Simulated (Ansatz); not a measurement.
# Geometry relaxation of Al₁₆O₂₅ (part 1 of 3)

System: Al₁₆O₂₅ (defect cell, 41 atoms in the cell).
Method: DFT PBE, scalar-relativistic, plane waves, PAW, spin-polarised (Ansatz 0.2.0).

The structure derives from an entry of the Crystallography Open Database.

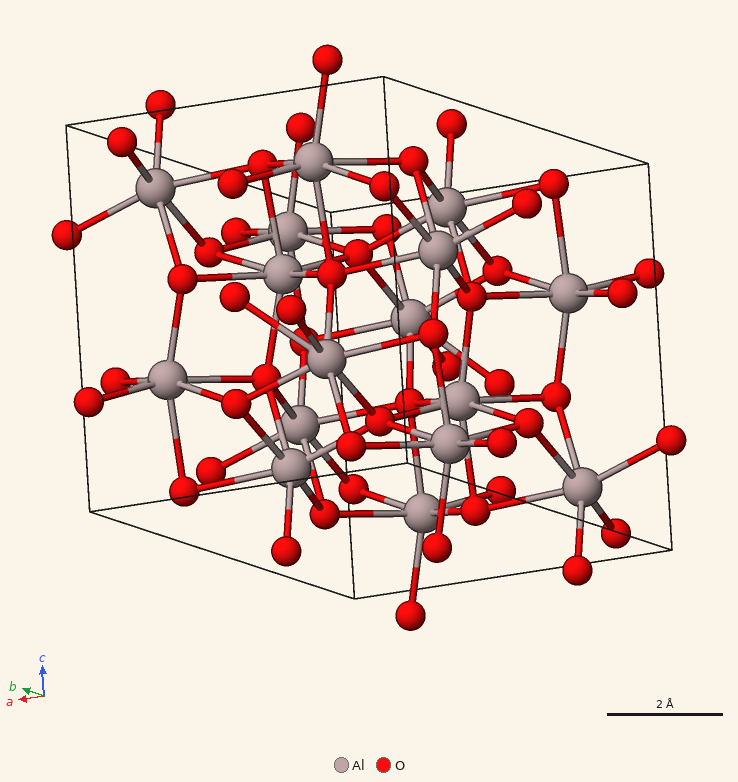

**Figure 1.** The starting structure (ball-and-stick view of the cell of the calculation, seen at an oblique angle; bonded neighbours outside the cell are drawn too). An atom can appear more than once, as a periodic image.

### Summary

```json
{"quantity": "outcome", "value": "converged"}
{"quantity": "electrons treated", "value": "198"}
{"quantity": "free energy", "value": "−22837.3465 eV"}
{"quantity": "Fermi energy", "value": "9.561 eV"}
{"quantity": "net moment of the cell", "value": "2.00 μB"}
{"quantity": "integrated absolute moment", "value": "2.13 μB"}
{"quantity": "final volume", "value": "340.07 Å³"}
{"quantity": "largest force (length of the vector) at the end", "value": "0.016 eV/Å"}
{"quantity": "hardware", "value": "4 threads of Arm Neoverse V2, 24 GiB of memory available, shared host"}
{"quantity": "wall time", "value": "2.8 min (CPU time 11 min)"}
{"quantity": "peak memory", "value": "1.8 GiB"}
```

### The input
```yaml
crystal:
  lattice:
    - [-4.7605, -2.748476, 4.331867]
    - [4.7605, -2.748476, 4.331867]
    - [0.0, 5.496952, 4.331867]
  atoms:
    - { symbol: Al, position: [0.3533371143, 0.3451922278, 0.3529164567] }
    - { symbol: Al, position: [0.8553062471, 0.8473750427, 0.3576417197] }
    - { symbol: Al, position: [0.85216, 0.35216, 0.85216] }
    - { symbol: Al, position: [0.3568450035, 0.8496092243, 0.8577372582] }
    - { symbol: Al, position: [0.14784, 0.14784, 0.14784] }
    - { symbol: Al, position: [0.64784, 0.64784, 0.14784] }
    - { symbol: Al, position: [0.6489848995, 0.1514913442, 0.645818132], spin: 0.5 }
    - { symbol: Al, position: [0.14784, 0.64784, 0.64784] }
    - { symbol: Al, position: [0.649815555, 0.1472530875, 0.1444371978] }
    - { symbol: Al, position: [0.14784, 0.64784, 0.14784] }
    - { symbol: Al, position: [0.1563865722, 0.1451553381, 0.6515679885] }
    - { symbol: Al, position: [0.6414015216, 0.6417823907, 0.650417686] }
    - { symbol: Al, position: [0.85216, 0.35216, 0.35216] }
    - { symbol: Al, position: [0.3537250452, 0.8494025581, 0.347772491], spin: 0.5 }
    - { symbol: Al, position: [0.35216, 0.35216, 0.85216] }
    - { symbol: Al, position: [0.85216, 0.85216, 0.85216] }
    - { symbol: O, position: [0.09666, 0.40334, 0.25] }
    - { symbol: O, position: [0.6001145915, 0.9039112404, 0.2504664061], spin: 0.5 }
    - { symbol: O, position: [0.59666, 0.40334, 0.75] }
    - { symbol: O, position: [0.09666, 0.90334, 0.75] }
    - { symbol: O, position: [0.2552642105, 0.0958070129, 0.4069699572], spin: 0.5 }
    - { symbol: O, position: [0.75, 0.59666, 0.40334] }
    - { symbol: O, position: [0.75, 0.09666, 0.90334] }
    - { symbol: O, position: [0.25, 0.59666, 0.90334] }
    - { symbol: O, position: [0.40334, 0.25, 0.09666] }
    - { symbol: O, position: [0.90334, 0.75, 0.09666] }
    - { symbol: O, position: [0.90334, 0.25, 0.59666] }
    - { symbol: O, position: [0.4029487375, 0.7481348879, 0.59562524], spin: 0.5 }
    - { symbol: O, position: [0.90334, 0.09666, 0.25] }
    - { symbol: O, position: [0.40334, 0.59666, 0.25] }
    - { symbol: O, position: [0.4129131081, 0.0966307347, 0.7530434132], spin: 0.5 }
    - { symbol: O, position: [0.90334, 0.59666, 0.75] }
    - { symbol: O, position: [0.75, 0.40334, 0.09666] }
    - { symbol: O, position: [0.25, 0.90334, 0.09666] }
    - { symbol: O, position: [0.25, 0.40334, 0.59666] }
    - { symbol: O, position: [0.7447532866, 0.9023537407, 0.591694717], spin: 0.5 }
    - { symbol: O, position: [0.5935533557, 0.2428724843, 0.4005947527], spin: 0.5 }
    - { symbol: O, position: [0.09666, 0.75, 0.40334] }
    - { symbol: O, position: [0.09666, 0.25, 0.90334] }
    - { symbol: O, position: [0.59666, 0.75, 0.90334] }
    - { symbol: O, position: [0.5102722421, -0.004905412, 0.4950835228], spin: 0.5 }
magnetization:
  spin_polarized: true
basis:
  ecutwfc: 420
  fft_grid_basis: typed
kpoints:
  mp_grid: { grid: [3, 3, 3] }
hamiltonian:
  xc: pbe
  pseudopotentials: { kind: paw }
scf:
  occupations: { method: gaussian, width: 0.05 }
output:
  forces: true
  stress: false
  eigenvalues: false
  bader: false
  write_density: false
  volumetric_format: npy
  populations: true
relax:
  adjacent_minimum: "off"
  max_steps: 30
  f_tol: 0.05
```

Launch command:
```bash
ansatz run input.yaml --threads 4 --pin off --max-ram 10240MiB --backend cpu --events-out ev --progress --plain --runs-dir out
```

### The program's output
```
settings of this run that can trade accuracy for cost: output.eigenvalues: false. Do not mix this run's numbers with those of runs without the same settings; the input reference describes each key
Engine: ansatz 0.2.0, aarch64-unknown-linux-gnu
Pseudopotentials: kind: paw
Pseudopotential: Al, paw, valence charge 3, recommended cutoff 420 eV (normal), Al.paw.azcp
Pseudopotential: O, paw, valence charge 6, recommended cutoff 420 eV (normal), O.paw.azcp
Functional definition: PBE
  parameter kappa = 0.804
  parameter beta = 0.06672455060314922
  exchange = pbe_x(kappa = kappa, mu = beta*pi^2/3)
  correlation = pbe_c(beta = beta)
Crystal: 41 atoms, lattice volume = 340.072 Å³
Basis set: ecut = 420 eV, 6681 PW (Γ), exchange–correlation on 96×96×96 points (8 copies of the dense FFT grid, shifted against one another)
Bands: 143, of which v1, the nominal top of the filled ones, is band 99 counted from 1 (98 counted from 0)
Symmetry: 1 space group operations
Space group: P1 (ITA 1), of the structure as read, at distance tolerance 7.0e-5 Å
Magnetic group: BNS 1.1 (UNI 1), of the structure as read, at distance tolerance 7.0e-5 Å
k-points: 14 of 27 (time reversal used)
Non-local potential: Al, projectors of the file, l = 0: 2, l = 1: 2, l = 2: 1
Non-local potential: O, projectors of the file, l = 0: 2, l = 1: 2, l = 2: 1
PAW form: soft (Blöchl's): semilocal exchange-correlation on the pseudo side does not see the compensation charge
PAW one-centre angular grid: Al, 110 points (default); XC on 64 Gauss nodes
PAW one-centre angular grid: O, 110 points (default); XC on 64 Gauss nodes
Initial density: superposition of atomic densities (chi_scale 0.1, normalization cell, long waves kept (reshape's long-wave potential 0.18 eV rms))
Starting moments: Σ|m| = 4.5 μB on 9 of 41 sites
Initial wavefunctions: pseudopotential atomic-orbital guess
Functional: x = pbe(κ = 0.804, μ = 0.2195149727645171), c = pbe(β = 0.06672455060314922)
SCF iter   1: F=—  HF=-22849.628730 eV  |F-HF|=—  |Δ(HF+E_count)|=         —  Δρ=7.79e-2 (↑6.43e-2 ↓7.79e-2)  dr2=5.58e1  dr2_m=2.14e0  M=2.000 μB ∫|m|=2.287 μB  β_m=0.30  ethr=3.10e-3  ⟨swp⟩=6.5  Hψ=17958  notcnv=0  defer=476
preconditioner: auto → Resta (q_TF=auto, 2.493 Å⁻¹)  ε∞=3.4  [insulator: Δε(μ)=0.522 eV  Ē_g=18.460 eV  σ=0.050 eV  W_gap=1.00  n_scr=86 (ndim 8)  ℏωp=28.3 eV  f_vac=0.000  D(μ)=0.00/eV (n_scr^D=0)  ε∞_Penn≈3.4]
spin=Collinear: Resta preconditioning applied to the charge; magnetization (m = ρ↑ − ρ↓) channel mixes plain (no charge-response kernel on spin).
SCF iter   2: F=—  HF=-22837.503101 eV  |F-HF|=—  |Δ(HF+E_count)|=    1.21e1  Δρ=3.94e-2 (↑3.33e-2 ↓3.94e-2)  dr2=1.32e1  dr2_m=1.01e0  M=2.000 μB ∫|m|=2.218 μB  β_m=0.30  ethr=3.10e-3  ⟨swp⟩=2.0  Hψ=7399  notcnv=0  defer=1073
SCF iter   3: F=—  HF=-22834.565420 eV  |F-HF|=—  |Δ(HF+E_count)|=    2.94e0  Δρ=2.15e-2 (↑2.15e-2 ↓2.04e-2)  dr2=1.65e0  dr2_m=4.98e-1  M=2.000 μB ∫|m|=2.173 μB  β_m=0.30  ethr=3.10e-3  ⟨swp⟩=2.0  Hψ=7067  notcnv=0  defer=1081
SCF iter   4: F=—  HF=-22834.551310 eV  |F-HF|=—  |Δ(HF+E_count)|=   1.41e-2  Δρ=1.11e-2 (↑9.14e-3 ↓1.11e-2)  dr2=7.33e-2  dr2_m=2.92e-1  M=2.000 μB ∫|m|=2.148 μB  β_m=0.30  ethr=8.35e-4  ⟨swp⟩=2.5  Hψ=5207  notcnv=0  defer=1081
SCF iter   5: F=—  HF=-22834.635456 eV  |F-HF|=—  |Δ(HF+E_count)|=   8.41e-2  Δρ=7.57e-3 (↑7.05e-3 ↓7.57e-3)  dr2=1.12e-2  dr2_m=1.61e-1  M=2.000 μB ∫|m|=2.128 μB  β_m=0.30  ethr=3.70e-5  ⟨swp⟩=2.2  Hψ=7225  notcnv=0  defer=1074
SCF iter   6: F=—  HF=-22834.678647 eV  |F-HF|=—  |Δ(HF+E_count)|=   4.32e-2  Δρ=5.52e-3 (↑5.52e-3 ↓5.36e-3)  dr2=2.29e-3  dr2_m=9.10e-2  M=2.000 μB ∫|m|=2.115 μB  β_m=0.30  ethr=5.63e-6  ⟨swp⟩=2.1  Hψ=5740  notcnv=0  defer=1074
SCF iter   7: F=—  HF=-22834.702982 eV  |F-HF|=—  |Δ(HF+E_count)|=   2.43e-2  Δρ=4.14e-3 (↑4.14e-3 ↓4.06e-3)  dr2=3.19e-4  dr2_m=5.23e-2  M=2.000 μB ∫|m|=2.106 μB  β_m=0.30  ethr=1.16e-6  ⟨swp⟩=2.5  Hψ=5830  notcnv=0  defer=1074
Mixer restart at iter 7: flushing history
spin-set hold released at iteration 7 (site moments contracting): the magnetisation degrees of freedom join the quasi-Newton model from the next iteration; the mixer history was flushed
SCF iter   8: F=—  HF=-22834.715793 eV  |F-HF|=—  |Δ(HF+E_count)|=   1.28e-2  Δρ=3.21e-3 (↑3.07e-3 ↓3.21e-3)  dr2=4.41e-4  dr2_m=3.06e-2  M=2.000 μB ∫|m|=2.100 μB  β_m=0.65  ethr=1.61e-7  ⟨swp⟩=3.0  Hψ=6644  notcnv=0  defer=1074
SCF iter   9: F=—  HF=-22834.732545 eV  |F-HF|=—  |Δ(HF+E_count)|=   1.68e-2  Δρ=3.91e-4 (↑3.91e-4 ↓3.03e-4)  dr2=7.78e-4  dr2_m=5.57e-5  M=2.000 μB ∫|m|=2.089 μB  β_m=0.58  ethr=1.61e-7  ⟨swp⟩=3.5  Hψ=8247  notcnv=0  defer=1074
SCF iter  10: F=—  HF=-22834.732374 eV  |F-HF|=—  |Δ(HF+E_count)|=   1.71e-4  Δρ=1.12e-4 (↑1.12e-4 ↓9.41e-5)  dr2=4.89e-5  dr2_m=2.10e-5  M=2.000 μB ∫|m|=2.088 μB  β_m=0.72  ethr=1.61e-7  ⟨swp⟩=3.0  Hψ=6452  notcnv=0  defer=1074
SCF iter  11: F=-22834.732381 eV  HF=-22834.732386 eV  |F-HF|=5.63e-6  |Δ(HF+E_count)|=   1.25e-5  Δρ=4.90e-5 (↑4.90e-5 ↓2.59e-5)  dr2=9.71e-6  dr2_m=1.72e-6  M=2.000 μB ∫|m|=2.088 μB  ethr=2.47e-8  ⟨swp⟩=3.5  Hψ=9339  notcnv=0
SCF 1 converged in 11 iterations: F = -22834.732381 eV  dr2 = 9.71e-6
  greatest PAW one-centre occupation: 0.914 electrons in one spin orbital (limit 2), on the O atom at site 40 (counted from 0), in its partial waves of l = 0
relax step   1: F+E_penalty+E_count = -22834.73238083 eV  Δ(F+E_penalty+E_count) = +0.000e0 eV  max|allowed force component| = 4.146e0 eV/Å  Δτ_max = 0.0000 Å  (11 SCF iters, dr2 threshold 6.25e-5 eV, accepted)
Initial density: handed on by an earlier stage of this run
Starting moments: Σ|m| = 4.5 μB on 9 of 41 sites; this step starts from the density that it was given
Initial wavefunctions: those handed on with the density
iter 1 solved again at ethr=1.58e-4 eV; its pass at ethr=3.10e-3 eV (dr2=3.13e-1 eV) is discarded
SCF iter   1: F=—  HF=-22836.849079 eV  |F-HF|=—  |Δ(HF+E_count)|=         —  Δρ=7.90e-3 (↑5.44e-3 ↓7.90e-3)  dr2=3.18e-1  dr2_m=6.44e-2  M=2.000 μB ∫|m|=2.106 μB  β_m=0.30  ethr=1.58e-4  ⟨swp⟩=1.6  Hψ=13389  notcnv=0  defer=1075
preconditioner: auto → Resta (q_TF=auto, 2.493 Å⁻¹)  ε∞=3.6  [insulator: Δε(μ)=1.337 eV  Ē_g=17.665 eV  σ=0.050 eV  W_gap=1.00  n_scr=86 (ndim 8)  ℏωp=28.3 eV  f_vac=0.000  D(μ)=0.00/eV (n_scr^D=0)  ε∞_Penn≈3.6]
spin=Collinear: Resta preconditioning applied to the charge; magnetization (m = ρ↑ − ρ↓) channel mixes plain (no charge-response kernel on spin).
SCF iter   2: F=—  HF=-22836.816734 eV  |F-HF|=—  |Δ(HF+E_count)|=   3.23e-2  Δρ=5.55e-3 (↑3.72e-3 ↓5.55e-3)  dr2=1.21e-1  dr2_m=3.66e-2  M=2.000 μB ∫|m|=2.105 μB  β_m=0.56  ethr=1.58e-4  ⟨swp⟩=2.0  Hψ=3090  notcnv=0  defer=1075
SCF iter   3: F=—  HF=-22836.812005 eV  |F-HF|=—  |Δ(HF+E_count)|=   4.73e-3  Δρ=1.47e-3 (↑1.47e-3 ↓1.15e-3)  dr2=8.06e-3  dr2_m=2.58e-3  M=2.000 μB ∫|m|=2.106 μB  β_m=0.57  ethr=6.10e-5  ⟨swp⟩=2.1  Hψ=7049  notcnv=0  defer=1073
SCF iter   4: F=—  HF=-22836.813130 eV  |F-HF|=—  |Δ(HF+E_count)|=   1.12e-3  Δρ=4.72e-4 (↑3.97e-4 ↓4.72e-4)  dr2=8.63e-4  dr2_m=3.35e-4  M=2.000 μB ∫|m|=2.107 μB  β_m=0.68  ethr=4.07e-6  ⟨swp⟩=2.0  Hψ=5487  notcnv=0  defer=1073
SCF iter   5: F=—  HF=-22836.813209 eV  |F-HF|=—  |Δ(HF+E_count)|=   7.90e-5  Δρ=1.28e-4 (↑1.28e-4 ↓1.15e-4)  dr2=1.22e-4  dr2_m=1.10e-5  M=2.000 μB ∫|m|=2.108 μB  β_m=0.65  ethr=4.36e-7  ⟨swp⟩=2.1  Hψ=5504  notcnv=0  defer=1073
SCF iter   6: F=-22836.813193 eV  HF=-22836.813193 eV  |F-HF|=4.85e-7  |Δ(HF+E_count)|=   1.62e-5  Δρ=3.02e-5 (↑3.02e-5 ↓2.46e-5)  dr2=4.41e-6  dr2_m=5.67e-7  M=2.000 μB ∫|m|=2.108 μB  ethr=5.05e-8  ⟨swp⟩=2.0  Hψ=11102  notcnv=0
SCF 2 converged in 6 iterations: F = -22836.813193 eV  dr2 = 4.41e-6
  greatest PAW one-centre occupation: 0.905 electrons in one spin orbital (limit 2), on the O atom at site 40 (counted from 0), in its partial waves of l = 0
relax step   2: F+E_penalty+E_count = -22836.81319304 eV  Δ(F+E_penalty+E_count) = -2.081e0 eV  max|allowed force component| = 1.623e0 eV/Å  Δτ_max = 0.1284 Å  (6 SCF iters, dr2 threshold 1.00e-4 eV, accepted)
```
